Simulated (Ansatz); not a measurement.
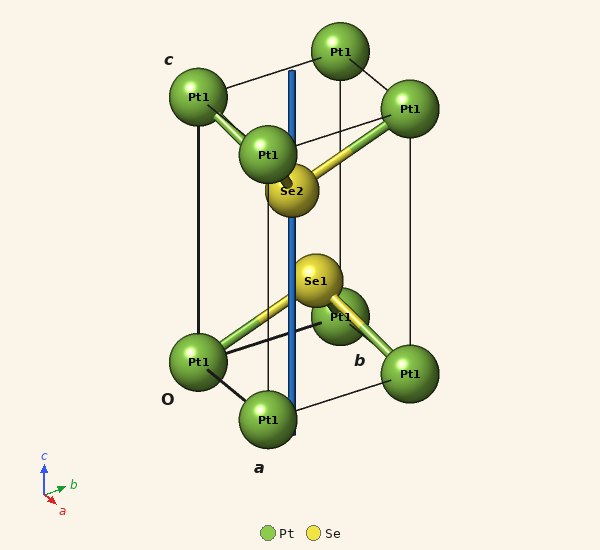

The coloured rod is the axis of a symmetry operation of the crystal. Crystal: PtSe₂, the geometry relaxed with Ansatz 0.2.0, DFT, PBE-D3(BJ), plane waves, PAW; the starting structure was generated, so it need not be a known form of this composition. Geometry calculated from the standardised cell; symmetry tolerance 0.002 Å.

a = 3.772 Å, b = 3.772 Å, c = 4.827 Å, α = 90.00°, β = 90.00°, γ = 120.00°.

| atom | x | y | z |
| --- | --- | --- | --- |
| Pt1 | 0.0000 | 0.0000 | 0.0000 |
| Se1 | 0.3333 | 0.6667 | 0.2651 |
| Se2 | 0.6667 | 0.3333 | 0.7349 |

Take the operation x, y, z → −x+y+1, −x+1, z.

What kind of operation is it, and where does it lie?

Answer. It is a 3-fold rotation, about the line along [0 0 1] through (2/3, 1/3, 1/2).

Onto which atom does it carry each atom (up to whole multiples of a, b and c)?

Answer. Pt1 → Pt1, Se1 → Se1, Se2 → Se2.

What is the crystal's space group?

Answer. P-3m1, No. 164.
